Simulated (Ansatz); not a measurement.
## Mo₁₆H: single-point calculation (part 1 of 2)

- system: Mo₁₆H (slab, 17 atoms in the cell)
- method: DFT PBE, scalar-relativistic, plane waves, PAW, PAW set soft_1, spin-polarised (Ansatz 0.2.0)

The structure derives from an entry of the Crystallography Open Database. Figures and captions count atoms from 1; the log counts them from 0 in places.

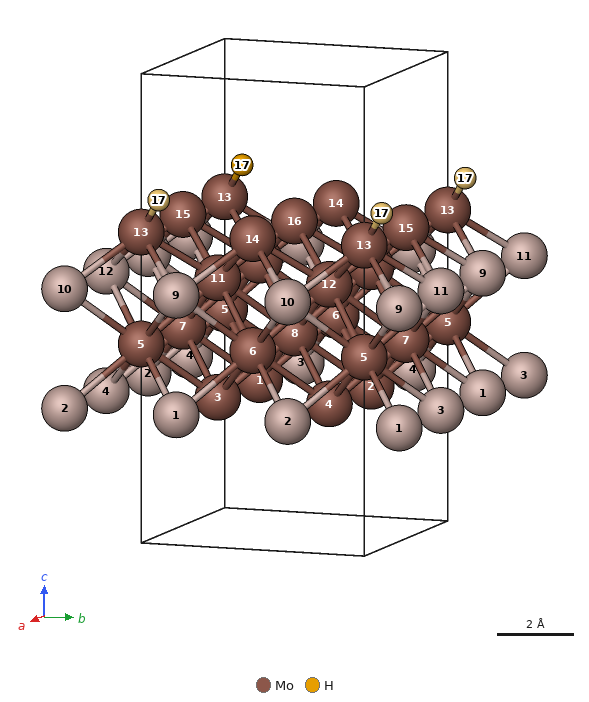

The input geometry (ball-and-stick view of the cell of the calculation, with the vacuum cut short, seen slightly off an axis; neighbours outside the cell are drawn fainter; atoms are numbered from 1 in the order of the input). An atom can appear more than once, as a periodic image.

### Input
```yaml
crystal:
  lattice:
    - [6.3209357475, 0.0, 0.0]
    - [0.0, 6.3209357475, 0.0]
    - [0.0, 0.0, 21.5883894861]
  atoms:
    - { symbol: Mo, position: [0.25, 0.25, 0.1852847802] }
    - { symbol: Mo, position: [0.25, 0.75, 0.1852847802] }
    - { symbol: Mo, position: [0.75, 0.25, 0.1852847802] }
    - { symbol: Mo, position: [0.75, 0.75, 0.1852847802] }
    - { symbol: Mo, position: [0.0, 0.0, 0.2584831045] }
    - { symbol: Mo, position: [0.0, 0.5, 0.2584831045] }
    - { symbol: Mo, position: [0.5, 0.0, 0.2584831045] }
    - { symbol: Mo, position: [0.5, 0.5, 0.2584831045] }
    - { symbol: Mo, position: [0.25, 0.25, 0.3340309603] }
    - { symbol: Mo, position: [0.25, 0.75, 0.3340309603] }
    - { symbol: Mo, position: [0.75, 0.25, 0.3340309603] }
    - { symbol: Mo, position: [0.75, 0.75, 0.3340309603] }
    - { symbol: Mo, position: [0.0, 0.0, 0.3978244645] }
    - { symbol: Mo, position: [0.0, 0.5, 0.3978244645] }
    - { symbol: Mo, position: [0.5, 0.0, 0.3978244645] }
    - { symbol: Mo, position: [0.5, 0.5, 0.3978244645] }
    - { symbol: H, position: [0.125, 0.125, 0.4450720834], spin: 1.0 }
basis:
  ecutwfc: 420
kpoints:
  mp_grid: { grid: [4, 4, 1] }
hamiltonian:
  xc: pbe
  pseudopotentials: { kind: paw, azcp: { folder: soft_1 } }
scf:
  occupations: { method: gaussian, width: 0.1 }
output:
  forces: true
  eigenvalues: true
  populations: true
  write_density: true
  write_potential: true
  elf: true
  volumetric_format: npy
magnetization:
  spin_polarized: true
efield:
  axis: 3
  dipole_correction: true
  ramp_width: 0.04
```

Launched with:
```bash
ansatz run input.yaml --threads 8 --pin off --max-ram 22528MiB --backend cpu --events-out ev --progress --plain --runs-dir out
```

### Output
```
Engine: ansatz 0.2.0, aarch64-unknown-linux-gnu
Pseudopotentials: kind: paw
Pseudopotential: Mo, paw, valence charge 14, recommended cutoff 420 eV (normal), [file]
Pseudopotential: H, paw, valence charge 1, recommended cutoff 420 eV (normal), [file]
Functional definition: PBE
  parameter kappa = 0.804
  parameter beta = 0.06672455060314922
  exchange = pbe_x(kappa = kappa, mu = beta*pi^2/3)
  correlation = pbe_c(beta = beta)
Crystal: 17 atoms, lattice volume = 862.547 Å³
Basis set: ecut = 420 eV, 16893 PW (Γ), exchange–correlation on 90×90×300 points (8 copies of the dense FFT grid, shifted against one another)
Bands: 136, of which v1, the nominal top of the filled ones, is band 113 counted from 1 (112 counted from 0)
Symmetry: 2 space group operations
k-points: 7 of 16 (time reversal used)
Non-local potential: Mo, projectors of the file, l = 0: 3, l = 1: 2, l = 2: 2, l = 3: 1
Non-local potential: H, projectors of the file, l = 0: 2, l = 1: 1
PAW form: soft (Blöchl's): semilocal exchange-correlation on the pseudo side does not see the compensation charge
PAW one-centre angular grid: Mo, 590 points (default); XC on 64 Gauss nodes
PAW one-centre angular grid: H, 110 points (default); XC on 64 Gauss nodes
Initial density: superposition of atomic densities (neutral atoms: chi_scale 0, normalization atom)
Starting moments: Σ|m| = 1 μB on 1 of 17 sites
Initial wavefunctions: pseudopotential atomic-orbital guess
Functional: x = pbe(κ = 0.804, μ = 0.2195149727645171), c = pbe(β = 0.06672455060314922)
SCF iter   1: F=—  HF=-79311.392198 eV  |F-HF|=—  |Δ(HF+E_count)|=         —  Δρ=3.20e-2 (↑3.06e-2 ↓3.20e-2)  dr2=1.30e2  dr2_m=1.95e-1  M=0.204 μB ∫|m|=0.414 μB  β_m=0.30  ethr=3.10e-3  p=0.000 e·Å  D=2.21e-8 V/Å  ΔV_dip=-0.00 eV  dr2_dipole=9.67e0  V_vac-E_F(+/−)=6.05/6.05 eV  ⟨swp⟩=9.1  Hψ=9283  notcnv=0
efield: sawtooth ramp at fractional position 0.7952 (placed from the atoms, in the widest stretch of the axis that holds none; the zero of the levels goes with the place), width 0.0400; the density the first Hamiltonian is built on has a dipole p = 0.000 e·Å; the dipole correction subtracts the counter field D = 2.21e-8 V/Å, which shifts the + side's vacuum level by -0.00 eV against the − side's; the planar-averaged density in the ramp window peaks in size at 9.4e-7 e/Å³
preconditioner: auto → LDOS  [metal: Δε(μ)=0.010 eV  Ē_g=4.225 eV  σ=0.100 eV  W_gap=0.05  n_scr=138 (ndim 8)  ℏωp=12.5 eV  f_vac=0.597  D(μ)=18.03/eV (n_scr^D=92)]
spin=Collinear: LDOS preconditioning applied to the charge; magnetization (m = ρ↑ − ρ↓) channel mixes plain (no charge-response kernel on spin).
SCF iter   2: F=—  HF=-79299.874533 eV  |F-HF|=—  |Δ(HF+E_count)|=    1.15e1  Δρ=2.01e-2 (↑1.83e-2 ↓2.01e-2)  dr2=4.33e1  dr2_m=1.40e-1  M=0.213 μB ∫|m|=0.318 μB  β_m=0.30  ethr=3.10e-3  p=-0.007 e·Å  D=-1.44e-3 V/Å  ΔV_dip=0.03 eV  dr2_dipole=5.03e0  V_vac-E_F(+/−)=5.23/5.20 eV  ⟨swp⟩=3.6  Hψ=4371  notcnv=0  defer=180  κ⁻¹=1.0e0(r=1)
SCF iter   3: F=—  HF=-79295.361121 eV  |F-HF|=—  |Δ(HF+E_count)|=    4.51e0  Δρ=8.45e-3 (↑7.23e-3 ↓8.45e-3)  dr2=2.28e0  dr2_m=9.34e-2  M=0.116 μB ∫|m|=0.231 μB  β_m=0.30  ethr=3.10e-3  p=-0.037 e·Å  D=-7.71e-3 V/Å  ΔV_dip=0.17 eV  dr2_dipole=2.32e-1  V_vac-E_F(+/−)=4.18/4.01 eV  ⟨swp⟩=4.2  Hψ=4374  notcnv=0  defer=180  κ⁻¹=1.1e-2(r=2)
SCF iter   4: F=—  HF=-79295.488847 eV  |F-HF|=—  |Δ(HF+E_count)|=   1.28e-1  Δρ=5.07e-3 (↑4.03e-3 ↓5.07e-3)  dr2=1.13e0  dr2_m=5.82e-2  M=0.093 μB ∫|m|=0.186 μB  β_m=0.30  ethr=1.01e-3  p=-0.041 e·Å  D=-8.59e-3 V/Å  ΔV_dip=0.19 eV  dr2_dipole=1.08e-1  V_vac-E_F(+/−)=4.22/4.04 eV  ⟨swp⟩=2.9  Hψ=2937  notcnv=0  defer=186  κ⁻¹=3.7e-3(r=3)
SCF iter   5: F=—  HF=-79295.486142 eV  |F-HF|=—  |Δ(HF+E_count)|=   2.71e-3  Δρ=2.83e-3 (↑2.51e-3 ↓2.83e-3)  dr2=6.63e-2  dr2_m=3.52e-2  M=0.069 μB ∫|m|=0.153 μB  β_m=0.30  ethr=5.01e-4  p=-0.044 e·Å  D=-9.22e-3 V/Å  ΔV_dip=0.20 eV  dr2_dipole=1.25e-5  V_vac-E_F(+/−)=4.03/3.83 eV  ⟨swp⟩=2.3  Hψ=2412  notcnv=0  defer=186  κ⁻¹=3.0e-4(r=4)
SCF iter   6: F=—  HF=-79295.537185 eV  |F-HF|=—  |Δ(HF+E_count)|=   5.10e-2  Δρ=1.77e-3 (↑1.72e-3 ↓1.77e-3)  dr2=2.03e-2  dr2_m=2.10e-2  M=0.053 μB ∫|m|=0.126 μB  β_m=0.30  ethr=2.95e-5  p=-0.037 e·Å  D=-7.68e-3 V/Å  ΔV_dip=0.17 eV  dr2_dipole=1.20e-4  V_vac-E_F(+/−)=4.01/3.84 eV  ⟨swp⟩=3.9  Hψ=4491  notcnv=0  defer=186  κ⁻¹=3.8e-5(r=5)
SCF iter   7: F=—  HF=-79295.551480 eV  |F-HF|=—  |Δ(HF+E_count)|=   1.43e-2  Δρ=1.32e-3 (↑1.32e-3 ↓1.29e-3)  dr2=5.03e-3  dr2_m=1.27e-2  M=0.041 μB ∫|m|=0.104 μB  β_m=0.39  ethr=9.01e-6  p=-0.033 e·Å  D=-6.95e-3 V/Å  ΔV_dip=0.15 eV  dr2_dipole=1.56e-4  V_vac-E_F(+/−)=3.97/3.82 eV  ⟨swp⟩=2.0  Hψ=2606  notcnv=0  defer=186
Mixer restart at iter 7: flushing history
spin-set hold released at iteration 7 (site moments contracting): the magnetisation degrees of freedom join the quasi-Newton model from the next iteration; the mixer history was flushed
SCF iter   8: F=—  HF=-79295.561429 eV  |F-HF|=—  |Δ(HF+E_count)|=   9.95e-3  Δρ=9.27e-4 (↑9.25e-4 ↓9.27e-4)  dr2=1.30e-3  dr2_m=6.44e-3  M=0.030 μB ∫|m|=0.082 μB  β_m=0.65  ethr=2.23e-6  p=-0.032 e·Å  D=-6.70e-3 V/Å  ΔV_dip=0.14 eV  dr2_dipole=6.45e-5  V_vac-E_F(+/−)=3.97/3.82 eV  ⟨swp⟩=3.0  Hψ=2446  notcnv=0  defer=186
density mixer auto → msr1: a metal under ldos (density of states about μ 2.31 of a free-electron gas's, 138 screened modes)
SCF iter   9: F=—  HF=-79295.571971 eV  |F-HF|=—  |Δ(HF+E_count)|=   1.05e-2  Δρ=1.57e-4 (↑1.57e-4 ↓1.45e-4)  dr2=1.06e-3  dr2_m=1.24e-4  M=0.005 μB ∫|m|=0.029 μB  β_m=0.66  ethr=5.80e-7  p=-0.028 e·Å  D=-5.97e-3 V/Å  ΔV_dip=0.13 eV  dr2_dipole=5.71e-6  V_vac-E_F(+/−)=3.96/3.83 eV  ⟨swp⟩=4.0  Hψ=3885  notcnv=0  defer=186
SCF iter  10: F=—  HF=-79295.572158 eV  |F-HF|=—  |Δ(HF+E_count)|=   1.87e-4  Δρ=4.61e-5 (↑4.61e-5 ↓4.35e-5)  dr2=2.23e-5  dr2_m=1.36e-5  M=0.001 μB ∫|m|=0.018 μB  β_m=0.83  ethr=4.71e-7  p=-0.028 e·Å  D=-5.82e-3 V/Å  ΔV_dip=0.13 eV  dr2_dipole=1.88e-7  V_vac-E_F(+/−)=3.96/3.83 eV  ⟨swp⟩=2.0  Hψ=2557  notcnv=0  defer=186
SCF iter  11: F=—  HF=-79295.571798 eV  |F-HF|=—  |Δ(HF+E_count)|=   3.59e-4  Δρ=1.97e-5 (↑1.97e-5 ↓1.91e-5)  dr2=9.93e-6  dr2_m=2.20e-6  M=0.000 μB ∫|m|=0.011 μB  β_m=0.87  ethr=9.93e-9  p=-0.027 e·Å  D=-5.68e-3 V/Å  ΔV_dip=0.12 eV  dr2_dipole=2.18e-7  V_vac-E_F(+/−)=3.95/3.83 eV  ⟨swp⟩=3.0  Hψ=3875  notcnv=0  defer=186
SCF iter  12: F=—  HF=-79295.571803 eV  |F-HF|=—  |Δ(HF+E_count)|=   4.67e-6  Δρ=1.04e-5 (↑8.76e-6 ↓1.04e-5)  dr2=2.71e-6  dr2_m=5.04e-7  M=-0.000 μB ∫|m|=0.007 μB  β_m=0.90  ethr=4.41e-9  p=-0.027 e·Å  D=-5.63e-3 V/Å  ΔV_dip=0.12 eV  dr2_dipole=3.64e-8  V_vac-E_F(+/−)=3.95/3.83 eV  ⟨swp⟩=2.6  Hψ=3123  notcnv=0  defer=186
SCF iter  13: F=—  HF=-79295.571804 eV  |F-HF|=—  |Δ(HF+E_count)|=   6.41e-7  Δρ=5.64e-6 (↑5.64e-6 ↓4.92e-6)  dr2=4.30e-7  dr2_m=1.91e-7  M=-0.000 μB ∫|m|=0.005 μB  β_m=0.95  ethr=1.21e-9  p=-0.027 e·Å  D=-5.62e-3 V/Å  ΔV_dip=0.12 eV  dr2_dipole=3.50e-9  V_vac-E_F(+/−)=3.95/3.83 eV  ⟨swp⟩=3.2  Hψ=3442  notcnv=0  defer=186
SCF iter  14: F=—  HF=-79295.571804 eV  |F-HF|=—  |Δ(HF+E_count)|=   3.79e-7  Δρ=3.66e-6 (↑2.84e-6 ↓3.66e-6)  dr2=3.61e-7  dr2_m=4.74e-8  M=-0.000 μB ∫|m|=0.003 μB  β_m=0.86  ethr=4.44e-11  p=-0.027 e·Å  D=-5.62e-3 V/Å  ΔV_dip=0.12 eV  dr2_dipole=1.86e-8  V_vac-E_F(+/−)=3.95/3.83 eV  ⟨swp⟩=24.2  Hψ=17809  notcnv=0
SCF iter  15: F=—  HF=-79295.571804 eV  |F-HF|=—  |Δ(HF+E_count)|=   5.74e-8  Δρ=1.53e-6 (↑1.53e-6 ↓1.39e-6)  dr2=2.03e-8  dr2_m=1.53e-8  M=-0.000 μB ∫|m|=0.002 μB  β_m=0.93  ethr=4.44e-11  p=-0.027 e·Å  D=-5.62e-3 V/Å  ΔV_dip=0.12 eV  dr2_dipole=3.80e-11  V_vac-E_F(+/−)=3.95/3.83 eV  ⟨swp⟩=8.4  Hψ=13258  notcnv=0
SCF iter  16: F=—  HF=-79295.571804 eV  |F-HF|=—  |Δ(HF+E_count)|=   3.69e-8  Δρ=1.00e-6 (↑8.10e-7 ↓1.00e-6)  dr2=1.91e-8  dr2_m=4.47e-9  M=-0.000 μB ∫|m|=0.001 μB  β_m=0.92  ethr=9.02e-12  p=-0.027 e·Å  D=-5.62e-3 V/Å  ΔV_dip=0.12 eV  dr2_dipole=6.39e-10  V_vac-E_F(+/−)=3.95/3.83 eV  ⟨swp⟩=9.4  Hψ=12044  notcnv=0
SCF iter  17: F=—  HF=-79295.571804 eV  |F-HF|=—  |Δ(HF+E_count)|=   9.09e-9  Δρ=6.34e-7 (↑6.34e-7 ↓4.63e-7)  dr2=5.92e-9  dr2_m=1.86e-9  M=-0.000 μB ∫|m|=0.001 μB  β_m=0.96  ethr=8.47e-12  p=-0.027 e·Å  D=-5.62e-3 V/Å  ΔV_dip=0.12 eV  dr2_dipole=2.09e-10  V_vac-E_F(+/−)=3.95/3.83 eV  ⟨swp⟩=9.0  Hψ=11256  notcnv=0
SCF iter  18: F=—  HF=-79295.571804 eV  |F-HF|=—  |Δ(HF+E_count)|=   3.55e-9  Δρ=3.77e-7 (↑3.45e-7 ↓3.77e-7)  dr2=1.52e-9  dr2_m=8.38e-10  M=0.000 μB ∫|m|=0.001 μB  β_m=0.98  ethr=2.63e-12  p=-0.027 e·Å  D=-5.62e-3 V/Å  ΔV_dip=0.12 eV  dr2_dipole=6.97e-12  V_vac-E_F(+/−)=3.95/3.83 eV  ⟨swp⟩=8.4  Hψ=10487  notcnv=0
SCF iter  19: F=—  HF=-79295.571804 eV  |F-HF|=—  |Δ(HF+E_count)|=   2.14e-9  Δρ=2.74e-7 (↑2.74e-7 ↓1.82e-7)  dr2=1.35e-9  dr2_m=3.25e-10  M=0.000 μB ∫|m|=0.001 μB  β_m=0.99  ethr=1.00e-12  p=-0.027 e·Å  D=-5.62e-3 V/Å  ΔV_dip=0.12 eV  dr2_dipole=5.49e-11  V_vac-E_F(+/−)=3.95/3.83 eV  ⟨swp⟩=8.4  Hψ=10276  notcnv=0
SCF iter  20: F=-79295.571804 eV  HF=-79295.571804 eV  |F-HF|=5.68e-10  |Δ(HF+E_count)|=  8.29e-10  Δρ=1.59e-7 (↑1.27e-7 ↓1.59e-7)  dr2=6.24e-10  dr2_m=1.26e-10  M=0.000 μB ∫|m|=0.000 μB  ethr=1.00e-12  p=-0.027 e·Å  D=-5.62e-3 V/Å  ΔV_dip=0.12 eV  dr2_dipole=3.08e-11  V_vac-E_F(+/−)=3.95/3.83 eV  ⟨swp⟩=8.1  Hψ=9801  notcnv=0
SCF 1 converged in 20 iterations: F = -79295.571804 eV  dr2 = 6.24e-10
  greatest PAW one-centre occupation: 0.999 electrons in one spin orbital (limit 2), on the Mo atom at site 10 (counted from 0), in its partial waves of l = 0
```

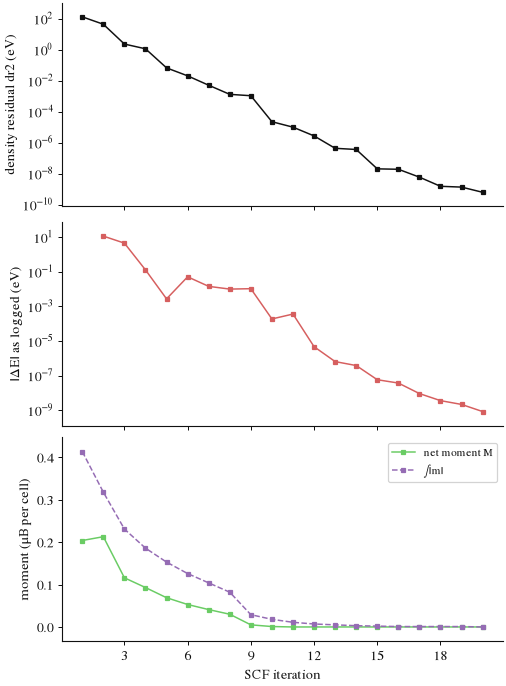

Convergence of the self-consistent field: density residual dr2, size of the energy change and magnetic moment against the SCF iteration. The residual falls at every step. The net moment goes from 0.2 to 0.0 μB per cell, and ∫|m| falls to zero.

```
WARN: the starting moments were not kept: the SCF closed with an absolute magnetisation of 3.7e-4 μB, where they sum to 1 μB in size (1 site). That is at most 0.1 of that sum. Measured as dr2_m measures the in/out step, that magnetisation stands 2.9e-9 eV from none, at or under the dr2_threshold of 1.0e-7 eV: it is no larger than a step whose dr2_m would equal this threshold. The system may hold no moment; this SCF shows only that its start led to no more than that. To try another start: raise the starting moments (crystal.atoms[].spin, magnetization.per_species, magnetization.initial_magnetization, or on a non-collinear deck that types none of these the spinor_matrix: blocks that start its atoms; where the total moment is fixed, keep their sum and leave initial_magnetization as it is; typed ones take the place of any that the run laid by itself, positive ones on a crystal's lanthanoids without a Hubbard term where scf.initial_density.shell_occupations: [] is typed) or, if the notice of its spin-set hold's release reads "site moments contracting" or "site moments show no strong build", lengthen the hold (scf.mixing.spin_hold: { on: { confirm: 4 } }; for m-r²SCAN on two components see the key's manual first). Each may lead to a state that holds a moment. A second SCF, from the converged charge density, with the starting moments and any scf.initial_density.shell_occupations laid on it anew, would have followed, and was not run: the deck does not ask for one (magnetization.retry_lost_moments is false, the default). To let it run, set magnetization.retry_lost_moments: true and run the deck again, where that key's refused combinations let it; where memory then withholds it, that run's warning says so.
WARN: The output density's exchange-correlation potential varies sharply where the density is thin. Do not read a vacuum level from v_tot or v_xc, or from such a field of the output density. On a cell that repeats whose density bears no net charge and no dipole along the vacuum's axis use v_es (v_loc + v_h of the components); under efield.dipole_correction with no amplitude use v_es + v_field, which holds any external_charges[].barrier, or the levels of the report's work_function block, which leave it out; under a non-zero efield.amplitude the vacuum is tilted and has no level; on a cell that repeats and bears such a dipole with no correction it is tilted too, and efield.dipole_correction with no amplitude gives each side of its ramp a level where efield: is served; in a cell that repeats whose density bears a net charge (total_charge, or a fill off its count) it is curved and has none; of a slab under crystal.periodic whose density bears no net charge use v_es, which has a level on each side, short of where the two are joined; of another it falls or rises all the way out and has none; of a slab beside external_charges read slab_vacuum_level instead, which it has where they leave it neutral. The grid or the basis barely resolves most such structure, and the values can differ between equally converged runs; as a rule a tighter scf.convergence.dr2_threshold does not remove it. Where the density itself ripples (under the LDA too) a higher basis.ecutwfc lessens it. The files hold the spikes' plane waves up to the density's cutoff. Files: v_tot_of_output_density and the like, and their columns of v_z.tsv (output.write_potential); v_xc_of_output_density and the like, and their columns of v_comp_z.tsv (output.write_potential_components). Measured: with its Gaussian average of σ = 0.25 Å subtracted twice, the exchange-correlation potential is over 0.1 eV at 207 of the grid points where the equally averaged density (valence and model cores) is under 1e-3 e/Å³, and 0.248 eV at the most among them, at an averaged density of 2.0e-8 e/Å³. The input density's (outcome.potential() and, of a run that writes arrays, v_tot and v_xc) is over 0.1 eV, so measured, at 1 points of its own thin density, 0.106 eV at the most. See output.write_potential in the manual, Limitations
SCF converged after 20 iterations
Magnetization: 0.0001 μB (112.5000 up, 112.5000 down)
Absolute magnetization: 0.0004 μB (∫|ρ↑−ρ↓|, with the PAW one-centre terms)
Spin contamination: 0.0000 ħ² per cell (⟨S²⟩ above its minimum at these occupations)
Per-site moments (μB) at R_I (Å): [(4.586082928201739e-5, 1.129031254422594), (3.597026917325383e-5, 1.1290312544225938), (3.5970269173208573e-5, 1.1290312544225938), (2.2043698884556197e-5, 1.1290312544225938), (-1.2371285488013476e-5, 1.129031254422594), (-1.2166467785435997e-5, 1.1290312544225938), (-1.216646778531363e-5, 1.1290312544225938), (-1.283326388322969e-5, 1.1290312544225938), (6.859880536438401e-6, 1.0828384847046937), (7.5433968373824e-6, 1.0828384847046937), (7.543396837233847e-6, 1.0828384847046937), (8.667575964700865e-6, 1.0828384847046935), (-5.5465092788706975e-6, 0.6240853237280979), (-1.5237231811088452e-5, 1.0828384847046937), (-1.5237231811107732e-5, 1.0828384847046937), (-1.4202464261861706e-5, 1.0828384847046935), (1.91850779334546e-7, 0.6240853237280979)]
Free energy (F): -79295.571804 eV
Harris-Foulkes:  -79295.571804 eV  (|F-HF|=5.68e-10)
Internal energy: -79295.488845 eV  (E = F + TS)
E sigma→0 (E₀):  -79295.530324 eV
Entropy (-TS):   -0.082960 eV (-4.880 meV/atom)
Fermi energy:    3.370975 eV
Dipole field:    D = -0.005621 V/Å  (p = -0.026794 e·Å, saw-weighted, corrected)
Work function:   Φ+ = 3.9525 eV   Φ− = 3.8311 eV
Levels:          The Fermi level and band energies are counted from a zero that moves with the ramp; work functions are not
--- Per-component energies (eV) ---
  E_band       = -4735.384077
  E_kinetic    = 6742.793023
  E_local      = -224087.093497  (includes V_loc(G=0)·N_el)
  E_nonlocal   = 2394.830237
  E_hartree    = 108138.003935
  E_xc         = -2806.185801
  E_vxc        = -3496.287734  (∫ρ·V_xc dr)
  E_paw        = -51395.465943  (= ΣΔE_a)
  E_vpaw       = -2565.062839  (= ΣTr[D̂ρ^β])
  E_aug_tail   = -0.000247  (compensation charges beyond the density's cutoff)
  E_efield     = 0.000075  (sawtooth field / dipole correction)
  E_vefield    = -0.562321  (∫n·V_field dr)
  E_ewald      = 81717.629373
  E_smearing   = -0.082960  (= −TS)
  E_closure    = 0.000000  (closes the sum)
  Σ components = -79295.571804   (vs F -79295.571804, Δ=0.00e0)
```
